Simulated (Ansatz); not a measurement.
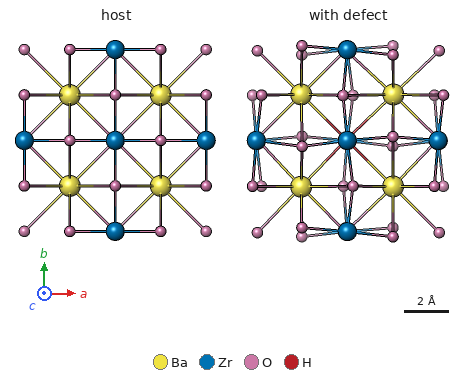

Left: perfect BaZrO3. Right: the same region with one point defect, after relaxing the atoms in a supercell of 40 sites. The picture is a ball-and-stick view of the atoms within 6.0 Å of one point, in a slice 5.0 Å thick across the line of sight, seen along the c axis.

Level of theory: Ansatz 0.2.0, DFT, PBEsol, PAW, plane waves. Settings: plane-wave cutoff 420 eV; k-point mesh 1 × 1 × 1; mesh shifted by (0.25, 0.25, 0.25); no spin polarisation. Fermi-Dirac smearing of 0.01 eV. A uniform background neutralises the charged cell. The axes drawn are those of the host's conventional cell.

Question: What kind of defect was made?

Answer: An oxygen atom is replaced by hydrogen.

The charge state of the cell is −1.

Question: How does the lattice respond?

Answer: In the host the O atom has 2 Zr at 2.09 Å; the H atom ends with 2 Zr at 2.13 Å. Of the host's atoms, an oxygen atom moves furthest from its site, by 0.27 Å. The H atom itself moves 0.06 Å from where it was put.

Limits of the set-up: the periodic images lie only 8.4 Å apart, so the values are limited by the cell's size; the cell is charged, on a uniform background, and energies carry no finite-size correction.
